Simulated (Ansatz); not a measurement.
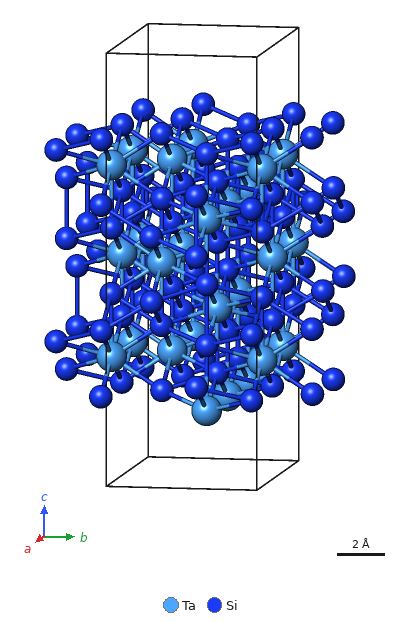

Fig. 1: The starting structure (ball-and-stick view of the 2 × 1 repeat of the cell, with the vacuum cut short, seen slightly off an axis; bonded neighbours outside the cell are drawn too). An atom can appear more than once, as a periodic image.

Geometry relaxation, with input and output: TaSi₂ (part 1 of 3)

TaSi₂ (slab, 27 atoms in the cell), computed with DFT PBE, scalar-relativistic, plane waves, PAW, no spin polarisation (Ansatz 0.2.0).

The structure derives from an entry of the Crystallography Open Database. It belongs to a series of runs on one base structure; here: (1 0 0) slab, atoms relaxed.

**Input file**
```yaml
crystal:
  lattice:
    - [4.8056401744, 0.0, 0.0]
    - [0.0, 6.5971690276, 0.0]
    - [0.0, 0.0, 26.8240477952]
  atoms:
    - { symbol: Ta, position: [0.0, 0.6666666667, 0.2795998597] }
    - { symbol: Si, position: [0.261628168, 0.0, 0.3042557814] }
    - { symbol: Si, position: [0.738371832, 0.3333333333, 0.3042557814] }
    - { symbol: Si, position: [0.5, 0.6666666667, 0.3289117031] }
    - { symbol: Ta, position: [0.75, 0.0, 0.3571758934] }
    - { symbol: Ta, position: [0.25, 0.3333333333, 0.3571758934] }
    - { symbol: Si, position: [0.0, 0.6666666667, 0.3854400837] }
    - { symbol: Si, position: [0.761628168, 0.3333333333, 0.4100960054] }
    - { symbol: Si, position: [0.238371832, 0.0, 0.4100960054] }
    - { symbol: Ta, position: [0.5, 0.6666666667, 0.4347519271] }
    - { symbol: Si, position: [0.761628168, 0.0, 0.4594078488] }
    - { symbol: Si, position: [0.238371832, 0.3333333333, 0.4594078488] }
    - { symbol: Si, position: [0.0, 0.6666666667, 0.4840637705] }
    - { symbol: Ta, position: [0.25, 0.0, 0.5123279609] }
    - { symbol: Ta, position: [0.75, 0.3333333333, 0.5123279609] }
    - { symbol: Si, position: [0.5, 0.6666666667, 0.5405921512] }
    - { symbol: Si, position: [0.261628168, 0.3333333333, 0.5652480729] }
    - { symbol: Si, position: [0.738371832, 0.0, 0.5652480729] }
    - { symbol: Ta, position: [0.0, 0.6666666667, 0.5899039946] }
    - { symbol: Si, position: [0.261628168, 0.0, 0.6145599163] }
    - { symbol: Si, position: [0.738371832, 0.3333333333, 0.6145599163] }
    - { symbol: Si, position: [0.5, 0.6666666667, 0.639215838] }
    - { symbol: Ta, position: [0.75, 0.0, 0.6674800283] }
    - { symbol: Ta, position: [0.25, 0.3333333333, 0.6674800283] }
    - { symbol: Si, position: [0.0, 0.6666666667, 0.6957442186] }
    - { symbol: Si, position: [0.761628168, 0.3333333333, 0.7204001403] }
    - { symbol: Si, position: [0.238371832, 0.0, 0.7204001403] }
basis:
  ecutwfc: 420
kpoints:
  mp_grid: { grid: [7, 6, 1] }
hamiltonian:
  xc: pbe
scf:
  occupations: { method: gaussian, width: 0.1 }
output:
  forces: true
  eigenvalues: true
  write_density: true
  write_potential: true
  elf: true
  volumetric_format: npy
relax:
  adjacent_minimum: "off"
  f_tol: 0.02
  max_steps: 60
efield:
  axis: 3
  dipole_correction: true
  ramp_width: 0.04
```

Launch command:
```bash
ansatz run input.yaml --threads 4 --pin off --max-ram 10240MiB --backend cpu --events-out ev --progress --plain --runs-dir out
```

**Log**
```
Engine: ansatz 0.2.0, x86_64-unknown-linux-gnu
Pseudopotentials: kind: paw
Pseudopotential: Ta, paw, valence charge 13, recommended cutoff 420 eV (normal), Ta.paw.azcp
Pseudopotential: Si, paw, valence charge 4, recommended cutoff 420 eV (normal), Si.paw.azcp
Functional definition: PBE
  parameter kappa = 0.804
  parameter beta = 0.06672455060314922
  exchange = pbe_x(kappa = kappa, mu = beta*pi^2/3)
  correlation = pbe_c(beta = beta)
Crystal: 27 atoms, lattice volume = 850.419 Å³
Basis set: ecut = 420 eV, 16575 PW (Γ), exchange–correlation on 72×90×360 points (8 copies of the dense FFT grid, shifted against one another)
Bands: 122, of which v1, the nominal top of the filled ones, is band 95 counted from 1 (94 counted from 0)
Symmetry: 2 space group operations
Space group: P2 (ITA 3), of the structure as read, at distance tolerance 9.5e-5 Å
k-points: 22 of 42
Non-local potential: Ta, projectors of the file, l = 0: 3, l = 1: 2, l = 2: 2, l = 3: 1
Non-local potential: Si, projectors of the file, l = 0: 2, l = 1: 2, l = 2: 2
PAW form: soft (Blöchl's): semilocal exchange-correlation on the pseudo side does not see the compensation charge
PAW one-centre angular grid: Ta, 590 points (default); XC on 64 Gauss nodes
PAW one-centre angular grid: Si, 110 points (default); XC on 64 Gauss nodes
Initial density: superposition of atomic densities (neutral atoms: chi_scale 0, normalization atom), corrected by the library's trained network
Initial wavefunctions: pseudopotential atomic-orbital guess
Functional: x = pbe(κ = 0.804, μ = 0.2195149727645171), c = pbe(β = 0.06672455060314922)
SCF iter   1: F=—  HF=-100837.746473 eV  |F-HF|=—  |Δ(HF+E_count)|=         —  Δρ=4.66e-3  dr2=2.18e0  ethr=1.77e-3  p=-0.165 e·Å  D=-3.51e-2 V/Å  ΔV_dip=0.94 eV  dr2_dipole=6.02e-1  V_vac-E_F(+/−)=4.64/3.70 eV  ⟨swp⟩=10.7  Hψ=16001  notcnv=0  defer=9
efield: sawtooth ramp at fractional position 0.9800 (placed from the atoms, in the widest stretch of the axis that holds none; the zero of the levels goes with the place), width 0.0400; the density the first Hamiltonian is built on has a dipole p = -0.165 e·Å; the dipole correction subtracts the counter field D = -3.51e-2 V/Å, which shifts the + side's vacuum level by +0.94 eV against the − side's; the planar-averaged density in the ramp window peaks in size at 1.1e-5 e/Å³
preconditioner: auto → LDOS  [metal: Δε(μ)=0.015 eV  Ē_g=6.487 eV  σ=0.100 eV  W_gap=0.08  n_scr=144 (ndim 8)  ℏωp=13.8 eV  f_vac=0.446  D(μ)=14.08/eV (n_scr^D=78)  β→1.0]
SCF iter   2: F=—  HF=-100837.696238 eV  |F-HF|=—  |Δ(HF+E_count)|=   5.02e-2  Δρ=1.54e-3  dr2=1.46e-1  ethr=1.15e-3  p=-0.189 e·Å  D=-4.03e-2 V/Å  ΔV_dip=1.08 eV  dr2_dipole=5.05e-2  V_vac-E_F(+/−)=4.63/3.55 eV  ⟨swp⟩=1.9  Hψ=3138  notcnv=0  defer=98
SCF iter   3: F=—  HF=-100837.692624 eV  |F-HF|=—  |Δ(HF+E_count)|=   3.61e-3  Δρ=3.88e-4  dr2=5.86e-3  ethr=7.71e-5  p=-0.198 e·Å  D=-4.21e-2 V/Å  ΔV_dip=1.13 eV  dr2_dipole=3.53e-4  V_vac-E_F(+/−)=4.63/3.50 eV  ⟨swp⟩=2.1  Hψ=3178  notcnv=0  defer=153
SCF iter   4: F=—  HF=-100837.692585 eV  |F-HF|=—  |Δ(HF+E_count)|=   3.91e-5  Δρ=1.32e-4  dr2=4.77e-4  ethr=3.10e-6  p=-0.203 e·Å  D=-4.32e-2 V/Å  ΔV_dip=1.16 eV  dr2_dipole=7.59e-5  V_vac-E_F(+/−)=4.63/3.47 eV  ⟨swp⟩=2.4  Hψ=4158  notcnv=0  defer=94
SCF iter   5: F=—  HF=-100837.692617 eV  |F-HF|=—  |Δ(HF+E_count)|=   3.19e-5  Δρ=5.27e-5  dr2=9.05e-5  ethr=2.52e-7  p=-0.206 e·Å  D=-4.38e-2 V/Å  ΔV_dip=1.18 eV  dr2_dipole=2.76e-5  V_vac-E_F(+/−)=4.63/3.45 eV  ⟨swp⟩=2.4  Hψ=4253  notcnv=0  defer=59
SCF iter   6: F=—  HF=-100837.692617 eV  |F-HF|=—  |Δ(HF+E_count)|=   2.61e-7  Δρ=2.01e-5  dr2=1.43e-5  ethr=4.79e-8  p=-0.208 e·Å  D=-4.42e-2 V/Å  ΔV_dip=1.18 eV  dr2_dipole=8.29e-7  V_vac-E_F(+/−)=4.62/3.44 eV  ⟨swp⟩=2.6  Hψ=4357  notcnv=0  defer=59
SCF iter   7: F=-100837.692616 eV  HF=-100837.692616 eV  |F-HF|=1.71e-7  |Δ(HF+E_count)|=   1.04e-6  Δρ=5.94e-6  dr2=8.10e-7  ethr=5.29e-9  p=-0.208 e·Å  D=-4.43e-2 V/Å  ΔV_dip=1.19 eV  dr2_dipole=2.36e-7  V_vac-E_F(+/−)=4.62/3.44 eV  ⟨swp⟩=29.5  Hψ=31109  notcnv=0
SCF 1 converged in 7 iterations: F = -100837.692616 eV  dr2 = 8.10e-7
  greatest PAW one-centre occupation: 1.000 electrons in one spin orbital (limit 2), on the Ta atom at site 9 (counted from 0), in its partial waves of l = 0
relax step   1: F+E_penalty+E_count = -100837.69261608 eV  Δ(F+E_penalty+E_count) = +0.000e0 eV  max|allowed force component| = 3.127e0 eV/Å  Δτ_max = 0.0000 Å  (7 SCF iters, dr2 threshold 1.00e-5 eV, accepted)
Initial density: handed on by an earlier stage of this run
Initial wavefunctions: those handed on with the density
iter 1 solved again at ethr=4.39e-4 eV; its pass at ethr=3.10e-3 eV (dr2=8.29e-1 eV) is discarded
SCF iter   1: F=—  HF=-100838.465649 eV  |F-HF|=—  |Δ(HF+E_count)|=         —  Δρ=5.30e-3  dr2=9.93e-1  ethr=4.39e-4  p=-0.208 e·Å  D=-4.43e-2 V/Å  ΔV_dip=1.19 eV  dr2_dipole=3.97e-1  V_vac-E_F(+/−)=4.65/3.46 eV  ⟨swp⟩=2.0  Hψ=8576  notcnv=0  defer=396
efield: sawtooth ramp at fractional position 0.9800 (handed on by an earlier solve), width 0.0400; the density the first Hamiltonian is built on has a dipole p = -0.208 e·Å; the dipole correction subtracts the counter field D = -4.43e-2 V/Å, which shifts the + side's vacuum level by +1.19 eV against the − side's; the planar-averaged density in the ramp window peaks in size at 5.6e-6 e/Å³
eigensolver tolerance schedule calibrated: the retry pair's looser diagonalisation under-reported the residual by θ = 0.16 (0.19/decade); ethr = c·dr2/N_el runs at the constant in force after the calibration composes with the one it found (an armed cap, an earlier calibration), c = 2.7e-2
preconditioner: auto → LDOS  [metal: Δε(μ)=0.009 eV  Ē_g=6.569 eV  σ=0.100 eV  W_gap=0.05  n_scr=144 (ndim 8)  ℏωp=13.8 eV  f_vac=0.452  D(μ)=12.67/eV (n_scr^D=66)  β→1.0]
SCF iter   2: F=—  HF=-100838.432009 eV  |F-HF|=—  |Δ(HF+E_count)|=   3.36e-2  Δρ=2.66e-3  dr2=2.09e-1  ethr=1.39e-4  p=-0.195 e·Å  D=-4.16e-2 V/Å  ΔV_dip=1.11 eV  dr2_dipole=4.56e-3  V_vac-E_F(+/−)=4.61/3.49 eV  ⟨swp⟩=3.5  Hψ=5709  notcnv=0  defer=396
SCF iter   3: F=—  HF=-100838.397404 eV  |F-HF|=—  |Δ(HF+E_count)|=   3.46e-2  Δρ=7.64e-4  dr2=2.92e-2  ethr=2.93e-5  p=-0.186 e·Å  D=-3.96e-2 V/Å  ΔV_dip=1.06 eV  dr2_dipole=1.26e-2  V_vac-E_F(+/−)=4.61/3.55 eV  ⟨swp⟩=2.9  Hψ=5250  notcnv=0  defer=400
SCF iter   4: F=—  HF=-100838.395635 eV  |F-HF|=—  |Δ(HF+E_count)|=   1.77e-3  Δρ=2.88e-4  dr2=4.98e-3  ethr=4.10e-6  p=-0.178 e·Å  D=-3.78e-2 V/Å  ΔV_dip=1.01 eV  dr2_dipole=2.80e-3  V_vac-E_F(+/−)=4.61/3.60 eV  ⟨swp⟩=2.7  Hψ=4483  notcnv=0  defer=400
SCF iter   5: F=—  HF=-100838.395651 eV  |F-HF|=—  |Δ(HF+E_count)|=   1.61e-5  Δρ=8.91e-5  dr2=2.03e-4  ethr=6.98e-7  p=-0.171 e·Å  D=-3.64e-2 V/Å  ΔV_dip=0.98 eV  dr2_dipole=7.79e-7  V_vac-E_F(+/−)=4.61/3.63 eV  ⟨swp⟩=3.2  Hψ=4696  notcnv=0  defer=400
SCF iter   6: F=-100838.395640 eV  HF=-100838.395647 eV  |F-HF|=6.83e-6  |Δ(HF+E_count)|=   4.37e-6  Δρ=2.88e-5  dr2=2.32e-5  ethr=1.40e-8  p=-0.169 e·Å  D=-3.60e-2 V/Å  ΔV_dip=0.97 eV  dr2_dipole=9.78e-8  V_vac-E_F(+/−)=4.61/3.64 eV  ⟨swp⟩=27.2  Hψ=34925  notcnv=0
SCF 2 converged in 6 iterations: F = -100838.395640 eV  dr2 = 2.32e-5
[... from here on the iterations of each SCF are left out, up to the last one ...]
relax step   2: F+E_penalty+E_count = -100838.39564015 eV  Δ(F+E_penalty+E_count) = -7.030e-1 eV  max|allowed force component| = 8.198e-1 eV/Å  Δτ_max = 0.1950 Å  (6 SCF iters, dr2 threshold 1.00e-4 eV, accepted)
efield: sawtooth ramp at fractional position 0.9800 (handed on by an earlier solve), width 0.0400; the density the first Hamiltonian is built on has a dipole p = -0.169 e·Å; the dipole correction subtracts the counter field D = -3.60e-2 V/Å, which shifts the + side's vacuum level by +0.97 eV against the − side's; the planar-averaged density in the ramp window peaks in size at 4.1e-6 e/Å³
preconditioner: auto → LDOS  [metal: Δε(μ)=0.032 eV  Ē_g=6.638 eV  σ=0.100 eV  W_gap=0.18  n_scr=144 (ndim 8)  ℏωp=13.8 eV  f_vac=0.457  D(μ)=11.69/eV (n_scr^D=48)  β→1.0]
SCF 3 converged in 6 iterations: F = -100838.716833 eV  dr2 = 9.02e-6
relax step   3: F+E_penalty+E_count = -100838.71683331 eV  Δ(F+E_penalty+E_count) = -3.212e-1 eV  max|allowed force component| = 3.255e-1 eV/Å  Δτ_max = 0.1947 Å  (6 SCF iters, dr2 threshold 4.20e-5 eV, accepted)
efield: sawtooth ramp at fractional position 0.9800 (handed on by an earlier solve), width 0.0400; the density the first Hamiltonian is built on has a dipole p = -0.129 e·Å; the dipole correction subtracts the counter field D = -2.75e-2 V/Å, which shifts the + side's vacuum level by +0.74 eV against the − side's; the planar-averaged density in the ramp window peaks in size at 4.1e-6 e/Å³
preconditioner: auto → LDOS  [metal: Δε(μ)=0.012 eV  Ē_g=6.632 eV  σ=0.100 eV  W_gap=0.07  n_scr=144 (ndim 8)  ℏωp=13.8 eV  f_vac=0.458  D(μ)=11.23/eV (n_scr^D=48)  β→1.0]
SCF 4 converged in 6 iterations: F = -100838.783417 eV  dr2 = 1.18e-6
  Residual-converged pass: ⟨swp⟩=1.0  Hψ=2772  notcnv=0  max |occ|·‖R‖ = 7.1e-9 eV (tolerance 1.0e-8 eV)  dr2=1.18e-6  dr2_onsite=4.47e-9  max |Δocc| = 8.2e-11
relax step   4: F+E_penalty+E_count = -100838.78341716 eV  Δ(F+E_penalty+E_count) = -6.658e-2 eV  max|allowed force component| = 2.446e-1 eV/Å  Δτ_max = 0.1399 Å  (6 SCF iters, dr2 threshold 7.28e-6 eV, accepted)
efield: sawtooth ramp at fractional position 0.9800 (handed on by an earlier solve), width 0.0400; the density the first Hamiltonian is built on has a dipole p = -0.109 e·Å; the dipole correction subtracts the counter field D = -2.31e-2 V/Å, which shifts the + side's vacuum level by +0.62 eV against the − side's; the planar-averaged density in the ramp window peaks in size at 2.1e-6 e/Å³
preconditioner: auto → LDOS  [metal: Δε(μ)=0.021 eV  Ē_g=6.604 eV  σ=0.100 eV  W_gap=0.12  n_scr=144 (ndim 8)  ℏωp=13.8 eV  f_vac=0.455  D(μ)=9.34/eV (n_scr^D=40)  β→1.0]
SCF 5 converged in 8 iterations: F = -100838.723509 eV  dr2 = 4.91e-8
relax step   5: F+E_penalty+E_count = -100838.72350931 eV  Δ(F+E_penalty+E_count) = +5.991e-2 eV  max|allowed force component| = 5.751e-1 eV/Å  Δτ_max = 0.1997 Å  (8 SCF iters, dr2 threshold 9.43e-6 eV, rejected (line search))
efield: sawtooth ramp at fractional position 0.9800 (handed on by an earlier solve), width 0.0400; the density the first Hamiltonian is built on has a dipole p = -0.092 e·Å; the dipole correction subtracts the counter field D = -1.96e-2 V/Å, which shifts the + side's vacuum level by +0.53 eV against the − side's; the planar-averaged density in the ramp window peaks in size at 4.0e-6 e/Å³
preconditioner: auto → LDOS  [metal: Δε(μ)=0.008 eV  Ē_g=6.617 eV  σ=0.100 eV  W_gap=0.04  n_scr=144 (ndim 8)  ℏωp=13.8 eV  f_vac=0.456  D(μ)=10.95/eV (n_scr^D=48)  β→1.0]
SCF 6 converged in 10 iterations: F = -100838.813809 eV  dr2 = 1.41e-10
relax step   6: F+E_penalty+E_count = -100838.81380900 eV  Δ(F+E_penalty+E_count) = -3.039e-2 eV  max|allowed force component| = 7.222e-2 eV/Å  Δτ_max = 0.0999 Å  (10 SCF iters, accepted)
efield: sawtooth ramp at fractional position 0.9800 (handed on by an earlier solve), width 0.0400; the density the first Hamiltonian is built on has a dipole p = -0.104 e·Å; the dipole correction subtracts the counter field D = -2.22e-2 V/Å, which shifts the + side's vacuum level by +0.60 eV against the − side's; the planar-averaged density in the ramp window peaks in size at 3.8e-6 e/Å³
preconditioner: auto → LDOS  [metal: Δε(μ)=0.005 eV  Ē_g=6.607 eV  σ=0.100 eV  W_gap=0.03  n_scr=144 (ndim 8)  ℏωp=13.8 eV  f_vac=0.456  D(μ)=10.39/eV (n_scr^D=44)  β→1.0]
SCF 7 converged in 6 iterations: F = -100838.816640 eV  dr2 = 1.52e-7
relax step   7: F+E_penalty+E_count = -100838.81664028 eV  Δ(F+E_penalty+E_count) = -2.831e-3 eV  max|allowed force component| = 4.121e-2 eV/Å  Δτ_max = 0.0416 Å  (6 SCF iters, dr2 threshold 4.55e-7 eV, accepted)
SCF iter   1: F=—  HF=-100838.817332 eV  |F-HF|=—  |Δ(HF+E_count)|=         —  Δρ=1.91e-4  dr2=5.17e-4  ethr=3.49e-6  p=-0.103 e·Å  D=-2.18e-2 V/Å  ΔV_dip=0.59 eV  dr2_dipole=7.45e-6  V_vac-E_F(+/−)=4.40/3.82 eV  ⟨swp⟩=2.2  Hψ=4552  notcnv=0
efield: sawtooth ramp at fractional position 0.9800 (handed on by an earlier solve), width 0.0400; the density the first Hamiltonian is built on has a dipole p = -0.103 e·Å; the dipole correction subtracts the counter field D = -2.18e-2 V/Å, which shifts the + side's vacuum level by +0.59 eV against the − side's; the planar-averaged density in the ramp window peaks in size at 3.9e-6 e/Å³
preconditioner: auto → LDOS  [metal: Δε(μ)=0.008 eV  Ē_g=6.605 eV  σ=0.100 eV  W_gap=0.04  n_scr=144 (ndim 8)  ℏωp=13.8 eV  f_vac=0.456  D(μ)=10.49/eV (n_scr^D=44)  β→1.0]
SCF iter   2: F=—  HF=-100838.817263 eV  |F-HF|=—  |Δ(HF+E_count)|=   6.83e-5  Δρ=9.01e-5  dr2=2.56e-4  ethr=2.74e-7  p=-0.103 e·Å  D=-2.19e-2 V/Å  ΔV_dip=0.59 eV  dr2_dipole=1.47e-6  V_vac-E_F(+/−)=4.40/3.81 eV  ⟨swp⟩=3.0  Hψ=5046  notcnv=0
SCF iter   3: F=—  HF=-100838.817221 eV  |F-HF|=—  |Δ(HF+E_count)|=   4.22e-5  Δρ=2.31e-5  dr2=1.52e-5  ethr=1.35e-7  p=-0.103 e·Å  D=-2.19e-2 V/Å  ΔV_dip=0.59 eV  dr2_dipole=1.71e-6  V_vac-E_F(+/−)=4.40/3.81 eV  ⟨swp⟩=2.0  Hψ=3767  notcnv=0
SCF iter   4: F=—  HF=-100838.817211 eV  |F-HF|=—  |Δ(HF+E_count)|=   1.03e-5  Δρ=6.06e-6  dr2=8.99e-7  ethr=8.07e-9  p=-0.103 e·Å  D=-2.20e-2 V/Å  ΔV_dip=0.59 eV  dr2_dipole=2.38e-7  V_vac-E_F(+/−)=4.40/3.81 eV  ⟨swp⟩=3.0  Hψ=5206  notcnv=0
SCF iter   5: F=—  HF=-100838.817211 eV  |F-HF|=—  |Δ(HF+E_count)|=   2.85e-7  Δρ=2.34e-6  dr2=2.08e-7  ethr=4.75e-10  p=-0.103 e·Å  D=-2.20e-2 V/Å  ΔV_dip=0.59 eV  dr2_dipole=6.84e-8  V_vac-E_F(+/−)=4.40/3.81 eV  ⟨swp⟩=2.3  Hψ=4418  notcnv=0
SCF iter   6: F=-100838.817211 eV  HF=-100838.817211 eV  |F-HF|=7.13e-10  |Δ(HF+E_count)|=   4.01e-8  Δρ=8.63e-7  dr2=2.06e-8  ethr=5.29e-11  p=-0.103 e·Å  D=-2.20e-2 V/Å  ΔV_dip=0.59 eV  dr2_dipole=2.84e-9  V_vac-E_F(+/−)=4.40/3.81 eV  ⟨swp⟩=20.3  Hψ=24902  notcnv=0
SCF 8 converged in 6 iterations: F = -100838.817211 eV  dr2 = 2.06e-8
relax step   8: F+E_penalty+E_count = -100838.81721125 eV  Δ(F+E_penalty+E_count) = -5.710e-4 eV  max|allowed force component| = 8.019e-3 eV/Å  Δτ_max = 0.0054 Å  (6 SCF iters, accepted)
```

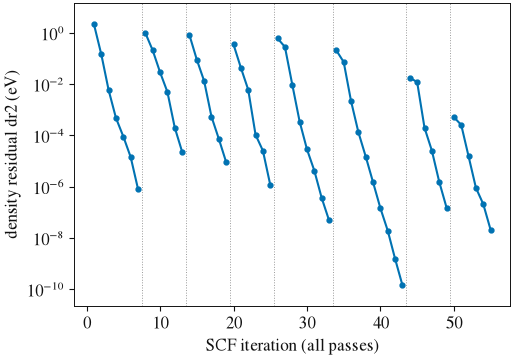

Fig. 2: Convergence of the self-consistent field: density residual dr2 against the SCF iteration. The dotted lines part the SCF passes of the relaxation: geometry steps, rejected trials and re-solves on a re-selected basis. The 8 passes take 6 to 10 iterations each, 55 in all.

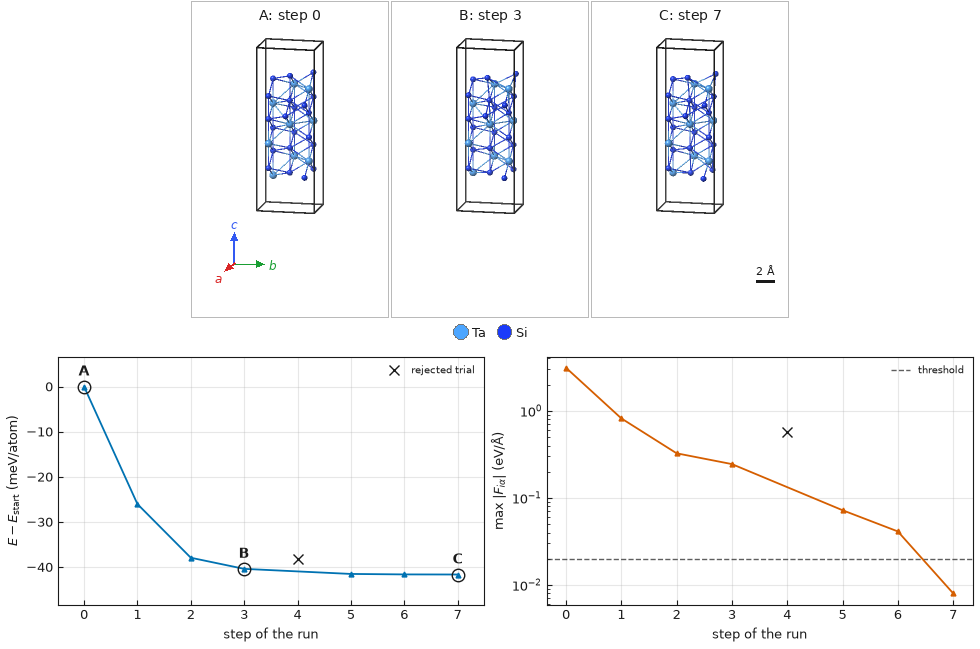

Fig. 3: Frames of the relaxation (ball-and-stick view of the cell of the calculation, with the vacuum cut short (origin shifted), seen slightly off an axis) above the curves, on which the letters mark them (the first geometry is step 0 here and step 1 in the log).
